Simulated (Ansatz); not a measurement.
Geometry relaxation, with input and output: Al (part 2 of 2)

Al (slab, 4 atoms in the cell); DFT PBEsol, scalar-relativistic, plane waves, PAW, no spin polarisation (Ansatz 0.2.0); cutoff 420 eV, 12×12×1 k-mesh, Gaussian smearing of 0.1 eV. The structure derives from an entry of the Crystallography Open Database. The input holds or restrains some coordinates. Forces given for the steps count only the free coordinates. It belongs to a series of runs on one base structure; here: clean slab, lower half held.

Geometry of the input (Å; fractional positions):
```
2.8394  0.0000  0.0000
-1.4197  2.4590  0.0000
0.0000  0.0000  23.9551
Al 0.6667  0.3333  0.3548
Al 0.3333  0.6667  0.4516
Al 0.0000  0.0000  0.5484
Al 0.6667  0.3333  0.6452
```

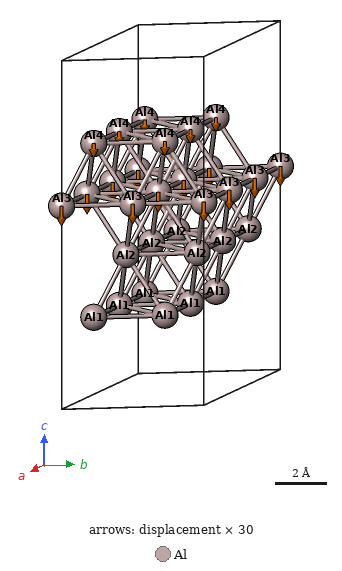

Fig. 1: The starting structure with the displacements as orange arrows, magnified 30 times (ball-and-stick view of the 3 × 2 repeat of the cell, with the vacuum cut short, seen slightly off an axis). Al3 moves most: 0.028 Å. The cell doesn't change. Among the contacts that change: Al2–Al3 2.839 → 2.817 Å, Al3–Al4 2.839 → 2.846 Å. The energy falls by 0.3 meV per atom in 2 geometry steps. The largest force component goes from 0.11 to 0.0011 eV/Å. (Atoms are counted from 1 in the order of the input.)

```
WARN: The input density's exchange-correlation potential varies sharply where the density is thin. Do not read a vacuum level from v_tot or v_xc, or from such a field of the output density. On a cell that repeats whose density bears no net charge and no dipole along the vacuum's axis use v_es (v_loc + v_h of the components); under efield.dipole_correction with no amplitude use v_es + v_field, which holds any external_charges[].barrier, or the levels of the report's work_function block, which leave it out; under a non-zero efield.amplitude the vacuum is tilted and has no level; on a cell that repeats and bears such a dipole with no correction it is tilted too, and efield.dipole_correction with no amplitude gives each side of its ramp a level where efield: is served; in a cell that repeats whose density bears a net charge (total_charge, or a fill off its count) it is curved and has none; of a slab under crystal.periodic whose density bears no net charge use v_es, which has a level on each side, short of where the two are joined; of another it falls or rises all the way out and has none; of a slab beside external_charges read slab_vacuum_level instead, which it has where they leave it neutral. The grid or the basis barely resolves most such structure, and the values can differ between equally converged runs; as a rule a tighter scf.convergence.dr2_threshold does not remove it. Where the density itself ripples (under the LDA too) a higher basis.ecutwfc lessens it. The files hold the spikes' plane waves up to the density's cutoff. Files: v_tot and the like, and their columns of v_z.tsv (output.write_potential); v_xc and the like, and their columns of v_comp_z.tsv (output.write_potential_components); where files of the output density stand in their place, no point of their own thin density is over the threshold below, and this is of outcome.potential() and, of a run that writes arrays (npy), the arrays of these names. Measured: with its Gaussian average of σ = 0.25 Å subtracted twice, the exchange-correlation potential is over 0.1 eV at 65 of the grid points where the equally averaged density (valence and model cores) is under 1e-3 e/Å³, and 0.307 eV at the most among them, at an averaged density of 1.8e-6 e/Å³. See output.write_potential in the manual, Limitations
SCF converged after 5 iterations
Free energy (F): -2097.327895 eV
Harris-Foulkes:  -2097.327895 eV  (|F-HF|=3.42e-8)
Internal energy: -2097.317351 eV  (E = F + TS)
E sigma→0 (E₀):  -2097.322623 eV
Entropy (-TS):   -0.010544 eV (-2.636 meV/atom)
Fermi energy:    0.676833 eV
Dipole field:    D = -0.000137 V/Å  (p = -0.000126 e·Å, saw-weighted, corrected)
Work function:   Φ+ = 4.0957 eV   Φ− = 4.0924 eV
Levels:          The Fermi level and band energies are counted from a zero that moves with the ramp; work functions are not
--- Per-component energies (eV) ---
  E_band       = -42.537290
  E_kinetic    = 88.879679
  E_local      = -2792.696297  (includes V_loc(G=0)·N_el)
  E_nonlocal   = 41.975565
  E_hartree    = 1374.020880
  E_xc         = -155.838373
  E_vxc        = -114.286563  (∫ρ·V_xc dr)
  E_paw        = -1818.819046  (= ΣΔE_a)
  E_vpaw       = -14.455969  (= ΣTr[D̂ρ^β])
  E_aug_tail   = -0.000010  (compensation charges beyond the density's cutoff)
  E_efield     = 0.000000  (sawtooth field / dipole correction)
  E_vefield    = -0.000020  (∫n·V_field dr)
  E_ewald      = 1165.083695
  E_core_change = 0.076556  (= ΣΔE_core)
  E_smearing   = -0.010544  (= −TS)
  E_closure    = 0.000000  (closes the sum)
  Σ components = -2097.327895   (vs F -2097.327895, Δ=0.00e0)
--- Forces (eV/Å), atoms counted from 1 ---
  atom   1  Al     0.00000000     0.00000000    -0.02213887
  atom   2  Al     0.00000000     0.00000000     0.02135383
  atom   3  Al     0.00000000    -0.00000000     0.00105692
  atom   4  Al     0.00000000    -0.00000000    -0.00022713
  max |Σ_I F_I| component: 4.48e-5 eV/Å
--- Band table (eV; the first three rows and the last of 19) ---
  k-point 0: bands = ["-10.2457", "-9.1564", "-7.5106", "-5.2288", "-2.7678", "0.1669", "2.7732", "4.3125", "4.7126", "5.8987"]
  k-point 1: bands = ["-10.0763", "-8.9879", "-7.3435", "-5.0620", "-2.6088", "0.3250", "2.9304", "4.4777", "4.8817", "6.0619"]
  k-point 2: bands = ["-9.5694", "-8.4839", "-6.8435", "-4.5637", "-2.1326", "0.7928", "3.3802", "4.9455", "5.3705", "5.9913"]
  k-point 18: bands = ["-2.4271", "-2.3285", "-2.3270", "-1.4265", "-1.4193", "-1.2673", "0.0431", "0.0434", "1.1281", "2.6727"]
--- Relaxed structure (3 steps of the walk, 3 accepted, 0 SCFs on fresh bases) ---
  F+E_penalty+E_count = -2097.32789531 eV   max|allowed force component| = 1.057e-3 eV/Å
  atoms:
    - { symbol: Al, position: [0.6666666666666666, 0.3333333333333333, 0.3548297943] }
    - { symbol: Al, position: [0.33333333333333326, 0.6666666666666666, 0.4516099314] }
    - { symbol: Al, position: [-2.3337654260381127e-17, -1.8919732901902164e-17, 0.5472361282188742] }
    - { symbol: Al, position: [0.6666666666666666, 0.3333333333333333, 0.6443351115800038] }
```

**Trajectory as extended XYZ (Å, eV, eV/Å), 3 frames, from step=1 to step=3**
```
4
Lattice="2.8394 0.0000 0.0000 -1.4197 2.4590 0.0000 0.0000 0.0000 23.9551" Properties=species:S:1:pos:R:3:forces:R:3 step=1 energy=-2097.32669
Al    1.4197    0.8197    8.5000    0.0000   0.0000  -0.0295
Al    0.0000    1.6393   10.8184    0.0000   0.0000   0.1092
Al    0.0000    0.0000   13.1368    0.0000   0.0000  -0.1092
Al    1.4197    0.8197   15.4551    0.0000   0.0000   0.0295
4
Lattice="2.8394 0.0000 0.0000 -1.4197 2.4590 0.0000 0.0000 0.0000 23.9551" Properties=species:S:1:pos:R:3:forces:R:3 step=2 energy=-2097.32772
Al    1.4197    0.8197    8.5000    0.0000   0.0000  -0.0200
Al    0.0000    1.6393   10.8184    0.0000   0.0000  -0.0040
Al    0.0000    0.0000   13.1019    0.0000   0.0000   0.0469
Al    1.4197    0.8197   15.4351    0.0000   0.0000  -0.0229
4
Lattice="2.8394 0.0000 0.0000 -1.4197 2.4590 0.0000 0.0000 0.0000 23.9551" Properties=species:S:1:pos:R:3:forces:R:3 step=3 energy=-2097.32789
Al    1.4197    0.8197    8.5000    0.0000   0.0000  -0.0221
Al    0.0000    1.6393   10.8184    0.0000   0.0000   0.0214
Al    0.0000    0.0000   13.1091    0.0000   0.0000   0.0011
Al    1.4197    0.8197   15.4351    0.0000   0.0000  -0.0002
```

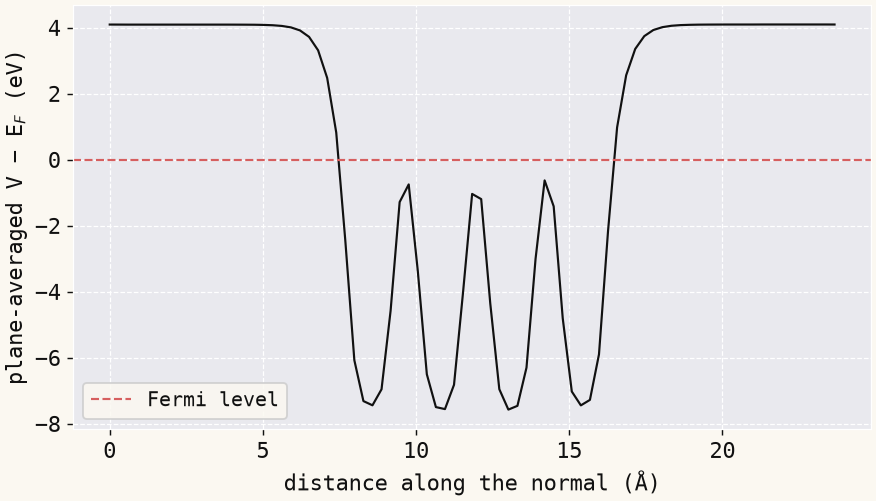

Fig. 2: Plane average of the electrostatic potential energy of an electron across the cell, from the Fermi level. The vacuum level lies 4.10 eV above the Fermi level.

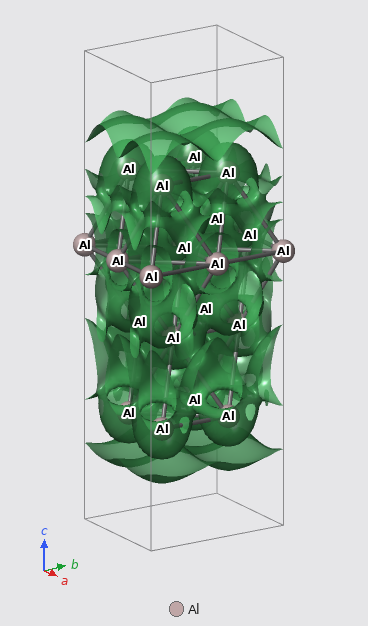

Fig. 3: Isosurface of the ELF at 0.55 (green), seen slightly off an axis. Core shells and regions of very low density are left out. Sticks mark near contacts. The ELF exceeds this value in sheets that run through the cell in two directions, counted in one cell of 4 atoms. Profiles from the grid: Al–Al (2.82 Å): the ELF peaks at about 0.65 between the atoms. Core electrons are frozen (PAW), so the fields are smoothed inside the atomic spheres.

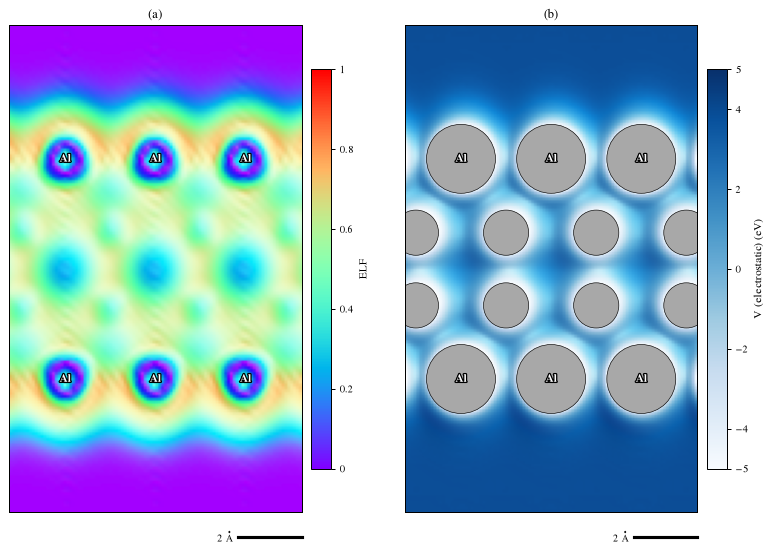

Fig. 4: (a) electron localisation function; (b) electrostatic potential (local pseudopotential plus Hartree) felt by an electron on the (010) plane of the calculation cell, a cut from vacuum to vacuum. Grey discs, where drawn, cover atomic cores. The section cuts through Al sites. Al–Al (2.84 Å): the ELF is about 0.70 at the midpoint.

**Summary**

```csv
quantity,value
outcome,converged under the restraints of the input
electrons treated,12
free energy,−2097.3279 eV
"work function, top face",4.10 eV
"work function, bottom face",4.09 eV
Fermi energy,0.677 eV
gap on the k-point mesh,none (metallic)
final volume,167.26 Å³
work function (upper face),4.10 eV
"largest force (length of the vector) at the end, held atoms and coordinates included",0.022 eV/Å
hardware,"1 thread of Arm Neoverse V1, 112 GiB of memory available, shared host"
wall time,17 s
peak memory,0.3 GiB
```

**Notes**

Warnings of the run: the exchange-correlation potential is rough where the density is thin.
